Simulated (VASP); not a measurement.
# KCl (Sylvite): the relaxed cell at several levels, part 2 of 2

How close do the usual functionals, with and without dispersion, come to the cell of KCl (Sylvite)? LASPH is on for some levels and off for others; the table marks which. The start is a cell from a database of measured crystal structures.

VASP 6.6.1, plane waves and PAW; the level of theory is named at each step.

So far. Step 2 (Relaxation with PBE): It ends with forces that vanish by symmetry and a pressure of 0.01 GPa. The volume lies +4.5 % from that of the database's start. The conventional cell has a = 6.380 Å.

## 3. Relaxation with LDA

This step: LDA; plane waves and PAW (K_sv, Cl) (VASP 6.6.1).

LDA, the lowest rung, knows the local density alone.

INCAR

```
SYSTEM = KCl
PREC = Accurate
ENCUT = 520
EDIFF = 1E-06
NELM = 100
ISMEAR = -1
SIGMA = 0.05
LREAL = .FALSE.
ALGO = Normal
GGA = CA
NBANDS = 14
LORBIT = 11
LWAVE = .FALSE.
LCHARG = .FALSE.
KPAR = 2
IBRION = 2
NSW = 60
ISIF = 3
EDIFFG = -0.01
```

POSCAR

```
KCl
1.0
    0.0000000000      3.1439500000      3.1439500000
    3.1439500000      0.0000000000      3.1439500000
    3.1439500000      3.1439500000      0.0000000000
K Cl
1 1
Direct
    0.0000000000      0.0000000000      0.0000000000
    0.5000000000      0.5000000000      0.5000000000
```

KPOINTS

```
Automatic mesh
0
Gamma
5 5 5
0 0 0
```

Potentials, in the order of the species: K_sv and Cl (PBE family, release 64).

Command:

```
mpirun -np 2 vasp_std
```

Log:

```text
[banner, memory and clock lines left out]
running    2 mpi-ranks, on    1 nodes
 distrk:  each k-point on    1 cores,    2 groups
 distr:  one band on    1 cores,    1 groups

 POSCAR found type information on POSCAR K Cl
 POSCAR found :  2 types and       2 ions
|                                                                             |
|               ----> ADVICE to this user running VASP <----                  |
|                                                                             |
|     You enforced a specific xc type in the INCAR file but a different       |
|     [... a line on the potential file left out ...]
|     I HOPE YOU KNOW WHAT YOU ARE DOING!                                     |
|                                                                             |

 LDA part: xc-table for (Slater(with rela. corr.)+CA(PZ))
 , standard interpolation
 POSCAR, INCAR and KPOINTS ok, starting setup
 FFT: planning ... GRIDC
 FFT: planning ... GRID_SOFT
 FFT: planning ... GRID
 WAVECAR not read
 entering main loop
       N       E                     dE             d eps       ncg     rms          rms(c)
DAV:   1     0.107361243347E+03    0.10736E+03   -0.70508E+03   280   0.101E+03
DAV:   2    -0.417638456968E+00   -0.10778E+03   -0.97482E+02   370   0.256E+02
DAV:   3    -0.748642733885E+01   -0.70688E+01   -0.70134E+01   352   0.578E+01
DAV:   4    -0.771887283579E+01   -0.23245E+00   -0.23232E+00   450   0.103E+01
DAV:   5    -0.772019391554E+01   -0.13211E-02   -0.13211E-02   352   0.812E-01    0.357E+00
DAV:   6    -0.747143945887E+01    0.24875E+00   -0.38415E-01   328   0.350E+00    0.293E+00
DAV:   7    -0.744707437538E+01    0.24365E-01   -0.67485E-02   394   0.163E+00    0.171E+00
DAV:   8    -0.744716128981E+01   -0.86914E-04   -0.12244E-02   362   0.818E-01    0.182E-01
DAV:   9    -0.744728156335E+01   -0.12027E-03   -0.82220E-04   396   0.168E-01    0.684E-02
DAV:  10    -0.744737169792E+01   -0.90135E-04   -0.81003E-05   332   0.840E-02    0.144E-02
DAV:  11    -0.744737498216E+01   -0.32842E-05   -0.78420E-06   396   0.271E-02    0.996E-03
DAV:  12    -0.744737535094E+01   -0.36878E-06   -0.14964E-06   272   0.869E-03
   1 F= -.74473754E+01 E0= -.74473754E+01  d E =-.744738E+01
 curvature:   0.00 expect dE= 0.000E+00 dE for cont linesearch  0.000E+00
 trial: gam= 0.00000 g(F)=  0.115E-59 g(S)=  0.384E-01 ort = 0.000E+00 (trialstep = 0.100E+01)
 search vector abs. value=  0.384E-01
 bond charge predicted
       N       E                     dE             d eps       ncg     rms          rms(c)
DAV:   1    -0.779003263626E+01   -0.34266E+00   -0.64545E+00   376   0.227E+01    0.353E+00
DAV:   2    -0.752532888368E+01    0.26470E+00   -0.62417E-01   316   0.652E+00    0.129E+00
DAV:   3    -0.747495583375E+01    0.50373E-01   -0.15924E-01   488   0.306E+00    0.103E+00
DAV:   4    -0.747563197496E+01   -0.67614E-03   -0.68850E-03   482   0.429E-01    0.580E-01
DAV:   5    -0.747650245521E+01   -0.87048E-03   -0.37275E-03   478   0.231E-01    0.105E-01
DAV:   6    -0.747655669390E+01   -0.54239E-04   -0.95753E-05   322   0.949E-02    0.299E-02
DAV:   7    -0.747657289843E+01   -0.16205E-04   -0.75933E-06   476   0.230E-02    0.108E-02
DAV:   8    -0.747657208781E+01    0.81062E-06   -0.45071E-06   426   0.126E-02
   2 F= -.74765721E+01 E0= -.74765721E+01  d E =-.291967E-01
[...]
3 F= -.74846764E+01 E0= -.74846764E+01  d E =-.373010E-01
 curvature:  -0.93 expect dE=-0.109E-03 dE for cont linesearch -0.109E-03
 ZBRENT: extrapolating
 opt :   1.8266  next Energy=    -7.484776 (dE=-0.374E-01)
 bond charge predicted
       N       E                     dE             d eps       ncg     rms          rms(c)
DAV:   1    -0.748753898508E+01   -0.28626E-02   -0.57405E-02   370   0.216E+00    0.355E-01
DAV:   2    -0.748523827863E+01    0.23007E-02   -0.55435E-03   328   0.618E-01    0.125E-01
DAV:   3    -0.748477113549E+01    0.46714E-03   -0.13665E-03   510   0.287E-01    0.114E-01
DAV:   4    -0.748477723949E+01   -0.61040E-05   -0.60338E-05   518   0.411E-02    0.555E-02
DAV:   5    -0.748478379967E+01   -0.65602E-05   -0.46887E-05   472   0.309E-02    0.719E-03
DAV:   6    -0.748478338446E+01    0.41521E-06   -0.94906E-07   236   0.933E-03
   4 F= -.74847834E+01 E0= -.74847834E+01  d E =-.374080E-01
 curvature:  -0.84 expect dE=-0.800E-06 dE for cont linesearch -0.800E-06
 trial: gam= 0.00000 g(F)=  0.395E-59 g(S)=  0.951E-06 ort =-0.191E-03 (trialstep = 0.117E+01)
 search vector abs. value=  0.951E-06
 reached required accuracy - stopping structural energy minimisation
```

It took 16 s on 2 MPI ranks of AMD EPYC 7R43, shared host; peak memory 0.29 GiB; 31 s of CPU time.

OUTCAR, selected parts (step 3):

```text
The static configuration has the point symmetry O_h .

 Found     10 irreducible k-points:

   NELECT =      16.0000    total number of electrons

 E-fermi :  -0.5763

 k-point     1 :       0.0000    0.0000    0.0000
  band No.  band energies     occupation
    ...
      4     -11.9717      2.00000
      5     -11.9717      2.00000
      6      -1.6658      2.00000
      7      -1.6658      2.00000
      8      -1.6658      2.00000
      9       3.4280      0.00000
     10       6.4457      0.00000
     11       6.4457      0.00000
     12       6.4457      0.00000
     13       7.4485      0.00000
    ...

 k-point     2 :       0.2000    0.0000    0.0000
  band No.  band energies     occupation
    ...
      4     -11.9763      2.00000
      5     -11.8537      2.00000
      6      -2.2085      2.00000
      7      -1.8278      2.00000
      8      -1.8278      2.00000
      9       4.4038      0.00000
     10       6.2502      0.00000
     11       6.9973      0.00000
     12       6.9973      0.00000
     13       8.0802      0.00000
    ...

  Total        0.0036245      0.0036245      0.0036245     -0.0000000      0.0000000      0.0000000
  in kB        0.1030354      0.1030354      0.1030354     -0.0000000      0.0000000      0.0000000
  external PRESSURE =       0.1030354 kB  Pullay stress =       0.0000000 kB

  energy-cutoff  :      520.00
  volume of cell :       56.36
      direct lattice vectors                 reciprocal lattice vectors
     0.000000000  3.043080151  3.043080151    -0.164307207  0.164307207  0.164307207
     3.043080151  0.000000000  3.043080151     0.164307207 -0.164307207  0.164307207
     3.043080151  3.043080151 -0.000000000     0.164307207  0.164307207 -0.164307207

 POSITION                                       TOTAL-FORCE (eV/Angst)
 -----------------------------------------------------------------------------------
      6.08616      3.04308      3.04308        -0.000000     -0.000000     -0.000000
      3.04308      3.04308      3.04308         0.000000      0.000000      0.000000
 -----------------------------------------------------------------------------------
    total drift:                                0.000000      0.000000      0.000000

  FREE ENERGIE OF THE ION-ELECTRON SYSTEM (eV)
  ---------------------------------------------------
  free  energy   TOTEN  =        -7.4847833845 eV

  energy  without entropy=       -7.4847833844  energy(sigma->0) =       -7.48478338

 total charge
# of ion       s       p       d       tot
------------------------------------------
    1        1.956   5.524   0.035   7.515
    2        1.573   3.522   0.000   5.095
--------------------------------------------------
tot          3.529   9.046   0.035  12.610

[... 8 parts as in an earlier step ...]

[... 5 further parts left out ...]
```

CONTCAR:

```
KCl
   1.00000000000000
     0.0000000000000000    3.0430801510789807    3.0430801510789807
     3.0430801510789807    0.0000000000000000    3.0430801510789807
     3.0430801510789807    3.0430801510789807   -0.0000000000000000
  K               Cl
     1     1
Direct
     0.0000000000000000    1.0000000000000000    1.0000000000000000
     0.5000000000000000    0.5000000000000000    0.5000000000000000
```

The PAW data sets were made with PBE, though LDA sets exist; this is a small mismatch. After so large a change of volume the plane waves of the start cell no longer fit, so the final stress carries a basis-set error.

The steps of the relaxation:

| step | energy less that of the first step (eV) | largest force (eV/Å) | pressure (GPa) | volume (Å³) |
| --- | --- | --- | --- | --- |
| 1 | 0.0000 | 0.0000 | -1.88 | 62.15 |
| 2 | -0.0292 | 0.0000 | -0.97 | 58.93 |
| 3 | -0.0373 | 0.0000 | -0.11 | 56.65 |
| 4 | -0.0374 | 0.0000 | 0.01 | 56.36 |

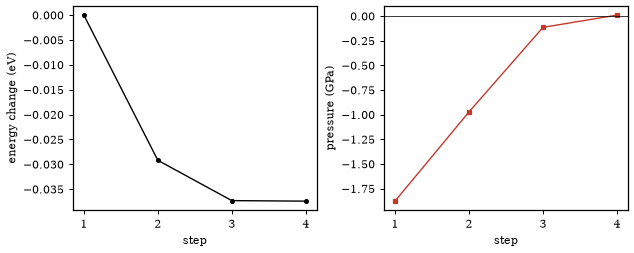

Energy and pressure along the relaxation.

| conventional cell, symmetrised | before | after | change |
| --- | --- | --- | --- |
| a (Å) | 6.288 | 6.086 | -3.2 % |
| b (Å) | 6.288 | 6.086 | -3.2 % |
| c (Å) | 6.288 | 6.086 | -3.2 % |
| volume (Å³/atom) | 31.08 | 28.18 | -9.3 % |

The relaxed structure:

```cif
data_structure
_symmetry_space_group_name_H-M 'P 1'
_symmetry_Int_Tables_number 1
_cell_length_a 4.3036
_cell_length_b 4.3036
_cell_length_c 4.3036
_cell_angle_alpha 60.000
_cell_angle_beta 60.000
_cell_angle_gamma 60.000
_cell_volume 56.36
loop_
_atom_site_label
_atom_site_type_symbol
_atom_site_fract_x
_atom_site_fract_y
_atom_site_fract_z
_atom_site_occupancy
K1 K 0.00000 0.00000 0.00000 1
Cl2 Cl 0.50000 0.50000 0.50000 1
```

This step gave:

```yaml
free_energy_toten: -7.485 eV
fermi_energy: -0.5763 eV
pressure: 0.01030 GPa
scf_cycles_over_all_ionic_steps: 35
gap_on_the_k_mesh: 5.094 eV
least_direct_gap_on_the_k_mesh: 5.094 eV
```

It ends at 28.18 Å³/atom, -9.3 % from the start, with 0.01 GPa left. The conventional cell has a = 6.086 Å.

## 4. Relaxation with r2SCAN

This step: r2SCAN; plane waves and PAW (K_sv, Cl) (VASP 6.6.1).

r2SCAN adds the kinetic-energy density, costs more than a GGA and is run with LASPH.

Edit INCAR of step 3 so:

```diff
@@ -9,3 +9,4 @@
 ALGO = Normal
-GGA = CA
+METAGGA = R2SCAN
+LASPH = .TRUE.
 NBANDS = 14
```

POSCAR is that of step 3.

KPOINTS is that of step 3.

Command:

```
mpirun -np 2 vasp_std
```

Log:

```text
[banner, memory and clock lines left out]
running    2 mpi-ranks, on    1 nodes
[...]
[... a notice as in an earlier step ...]

 LDA part: xc-table for (None), standard interpolation
 POSCAR, INCAR and KPOINTS ok, starting setup
[...]
entering main loop
       N       E                     dE             d eps       ncg     rms          rms(c)
DAV:   1     0.973557308989E+02    0.97356E+02   -0.72137E+03   280   0.104E+03
DAV:   2    -0.131889850582E+02   -0.11054E+03   -0.99752E+02   370   0.270E+02
DAV:   3    -0.204372029076E+02   -0.72482E+01   -0.71958E+01   360   0.596E+01
DAV:   4    -0.206938631265E+02   -0.25666E+00   -0.25641E+00   442   0.110E+01
[...]
DAV:  10    -0.165063591378E+02   -0.43937E-03   -0.53024E-04   390   0.161E-01    0.451E-02
DAV:  11    -0.165064651135E+02   -0.10598E-03   -0.17231E-04   304   0.129E-01    0.521E-03
DAV:  12    -0.165064656661E+02   -0.55262E-06   -0.65854E-06   370   0.210E-02
   1 F= -.16506466E+02 E0= -.16506466E+02  d E =-.165065E+02
[...]
reached required accuracy - stopping structural energy minimisation
```

Run time: 28 s. Hardware: 2 MPI ranks; peak memory 0.35 GiB.

Parts of OUTCAR (step 4):

```text
  Total        0.0070572      0.0070572      0.0070572      0.0000000      0.0000000     -0.0000000
  in kB        0.1819228      0.1819228      0.1819228      0.0000000      0.0000000     -0.0000000
  external PRESSURE =       0.1819228 kB  Pullay stress =       0.0000000 kB

 POSITION                                       TOTAL-FORCE (eV/Angst)
 -----------------------------------------------------------------------------------
      0.00000      0.00000      0.00000         0.000000     -0.000000      0.000000
      3.14395      3.14395      3.14395        -0.000000      0.000000     -0.000000
 -----------------------------------------------------------------------------------
    total drift:                                0.000000      0.000000      0.000000

  FREE ENERGIE OF THE ION-ELECTRON SYSTEM (eV)
  ---------------------------------------------------
  free  energy   TOTEN  =       -16.5064656661 eV

  energy  without entropy=      -16.5064656661  energy(sigma->0) =      -16.50646567

[... 2 parts as in an earlier step ...]

[... 2 further parts left out ...]
[key lines of the parts left out:]
E-fermi :  -1.1509
```

The PAW data sets were made with PBE, which is usual practice but a small mismatch for other functionals.

Little changed from the start: no atom moved by 0.005 Å and no cell edge by 0.1 %.

It ends at 31.08 Å³/atom, under 0.05 % from the start, with 0.02 GPa left. The conventional cell has a = 6.288 Å.

## 5. Relaxation with PBE + D3(BJ)

This step: PBE with D3(BJ); plane waves and PAW (K_sv, Cl) (VASP 6.6.1).

A dispersion term adds the long-range attraction that semilocal functionals lack. D3 with Becke-Johnson damping keeps a finite attraction at short range.

Edit INCAR of step 4 so:

```diff
@@ -9,4 +9,4 @@
 ALGO = Normal
-METAGGA = R2SCAN
-LASPH = .TRUE.
+GGA = PE
+IVDW = 12
 NBANDS = 14
```

POSCAR is that of step 4.

KPOINTS is that of step 4.

Command:

```
mpirun -np 2 vasp_std
```

Log:

```text
[... set-up lines as in an earlier step ...]
 entering main loop
       N       E                     dE             d eps       ncg     rms          rms(c)
[... 13 cycles as in an earlier step ...]
   1 F= -.71919769E+01 E0= -.71919769E+01  d E =-.719198E+01
[...]
N       E                     dE             d eps       ncg     rms          rms(c)
DAV:   1    -0.680408009143E+01   -0.99977E-03   -0.59193E-02   334   0.216E+00    0.345E-01
DAV:   2    -0.680179279533E+01    0.22873E-02   -0.53242E-03   360   0.590E-01    0.128E-01
DAV:   3    -0.680129902737E+01    0.49377E-03   -0.14644E-03   512   0.286E-01    0.947E-02
DAV:   4    -0.680131496693E+01   -0.15940E-04   -0.45207E-05   526   0.383E-02    0.477E-02
DAV:   5    -0.680133210945E+01   -0.17143E-04   -0.48603E-05   514   0.327E-02    0.779E-03
DAV:   6    -0.680133111321E+01    0.99625E-06   -0.12702E-06   280   0.109E-02
   2 F= -.71922400E+01 E0= -.71922400E+01  d E =-.263086E-03
 trial-energy change:   -0.000263  1 .order   -0.000258   -0.000363   -0.000152
 step:   1.5767(harm=  1.7196)  dis= 0.00000  next Energy=    -7.192285 (dE=-0.308E-03)
[...]
N       E                     dE             d eps       ncg     rms          rms(c)
DAV:   1    -0.680112125716E+01    0.21085E-03   -0.19753E-02   346   0.125E+00    0.197E-01
DAV:   2    -0.680037275685E+01    0.74850E-03   -0.17791E-03   354   0.341E-01    0.720E-02
DAV:   3    -0.680021334721E+01    0.15941E-03   -0.47926E-04   518   0.164E-01    0.545E-02
DAV:   4    -0.680022115420E+01   -0.78070E-05   -0.14927E-05   538   0.220E-02    0.277E-02
DAV:   5    -0.680022943665E+01   -0.82825E-05   -0.16488E-05   508   0.192E-02    0.450E-03
DAV:   6    -0.680022904645E+01    0.39020E-06   -0.39126E-07   200   0.635E-03
   3 F= -.71923055E+01 E0= -.71923055E+01  d E =-.328547E-03
[...]
reached required accuracy - stopping structural energy minimisation
```

Elapsed: 14 s, on 2 MPI ranks; peak memory 0.37 GiB.

OUTCAR, selected parts (step 5):

```text
 Edisp (eV)   -0.39091

 Edisp (eV)   -0.39208

  Total      -0.00919    -0.00919    -0.00919    -0.00000     0.00000    -0.00000
  in kB      -0.23883    -0.23883    -0.23883    -0.00000     0.00000    -0.00000
  external pressure =       -0.24 kB  Pullay stress =        0.00 kB

 POSITION                                       TOTAL-FORCE (eV/Angst)
 -----------------------------------------------------------------------------------
      0.00000      0.00000      0.00000        -0.000000      0.000000      0.000000
      3.13548      3.13548      3.13548         0.000000     -0.000000     -0.000000
 -----------------------------------------------------------------------------------
    total drift:                                0.000000      0.000000      0.000000

  FREE ENERGIE OF THE ION-ELECTRON SYSTEM (eV)
  ---------------------------------------------------
  free  energy   TOTEN  =        -7.1923054728 eV

  energy  without entropy=       -7.1923054727  energy(sigma->0) =       -7.19230547

[... 2 parts as in an earlier step ...]

[... 2 further parts left out ...]
[key lines of the parts left out:]
E-fermi :  -0.7484
```

Step by step:

| step | energy less that of the first step (eV) | largest force (eV/Å) | pressure (GPa) | volume (Å³) |
| --- | --- | --- | --- | --- |
| 1 | 0.0000 | 0.0000 | -0.18 | 62.15 |
| 2 | -0.0003 | 0.0000 | -0.08 | 61.83 |
| 3 | -0.0003 | 0.0000 | -0.02 | 61.65 |

| conventional cell, symmetrised | before | after | change |
| --- | --- | --- | --- |
| a (Å) | 6.288 | 6.271 | -0.3 % |
| b (Å) | 6.288 | 6.271 | -0.3 % |
| c (Å) | 6.288 | 6.271 | -0.3 % |
| volume (Å³/atom) | 31.08 | 30.83 | -0.8 % |

Final coordinates:

```xyz
2
Lattice="0.0000 3.1355 3.1355 3.1355 0.0000 3.1355 3.1355 3.1355 0.0000" Properties=species:S:1:pos:R:3 pbc="T T T"
K     0.0000    0.0000    0.0000
Cl    3.1355    3.1355    3.1355
```

It ends at 30.83 Å³/atom, -0.8 % from the start, with -0.02 GPa left. The conventional cell has a = 6.271 Å. Against plain PBE, the dispersion term moves a by -1.7 %.

## 6. The cells as a table

This step: relaxed cells at several levels; plane waves and PAW (VASP 6.6.1).

This step runs nothing: it gathers the runs above.

Lengths are those of the conventional cell; cost is the wall time of each run, as given at its step, times its ranks, without the set-up around it; LASPH differs between rows, which moves results and costs too. Results by level, by row:

| level | volume (Å³/atom) | change from the start (%) | a (Å) | cost (core minutes) | LASPH |
| --- | --- | --- | --- | --- | --- |
| PBE | 32.47 | 4.5 | 6.38 | 0.647 | off |
| LDA | 28.18 | -9.3 | 6.086 | 0.533 | off |
| r2SCAN | 31.08 | 0 | 6.288 | 0.933 | on |
| PBE + D3(BJ) | 30.83 | -0.8 | 6.271 | 0.48 | off |

## 7. Outcome

| Property | Result |
| --- | --- |
| volume, PBE | 32.47 Å³/atom |
| volume, LDA | 28.18 Å³/atom |
| volume, r2SCAN | 31.08 Å³/atom |
| volume, PBE + D3(BJ) | 30.83 Å³/atom |

In words: For KCl (Sylvite) the levels give volumes between 28.18 Å³/atom (LDA) and 32.47 Å³/atom (PBE), a spread of 15.2 %, while the cost of the finished runs spans a factor of 1.9. Against the volume of the start, a cell from experiment, r2SCAN comes nearest (under 0.05 %) and LDA lies farthest (-9.3 %); thermal expansion is in that cell alone. Within 2 % of it: r2SCAN and PBE + D3(BJ). The costs hold the number of ionic steps as well as the price of the functional. Adding D3(BJ) to PBE changes the volume by -5.1 % (a by -1.7 %). Within 0.02 Å all end in space group Fm-3m; the runs can't lower the symmetry of the start. LASPH is on for some levels and off for others, so differences between them are not the functional's alone. Each is a single relaxation on the plane waves of the start cell, so larger changes of volume carry a basis-set error that was not tested here. Zero-point and thermal expansion are not included.

[Lines on the potential files, build, host, timing and source positions are cut from VASP's logs without a mark.]

[Logs are printed without paths, hosts, clocks, repeated set-up lines and the standing remarks that a program may print on its own settings, such as how far it seeks lower states.]

[Hosts, paths, dates, database ids (printed as entryN), source tags and the programs' standing remarks are cut or masked in the printed files.]

[A measured line is paired with the nearest computed mode of its activity, which favours agreement.]
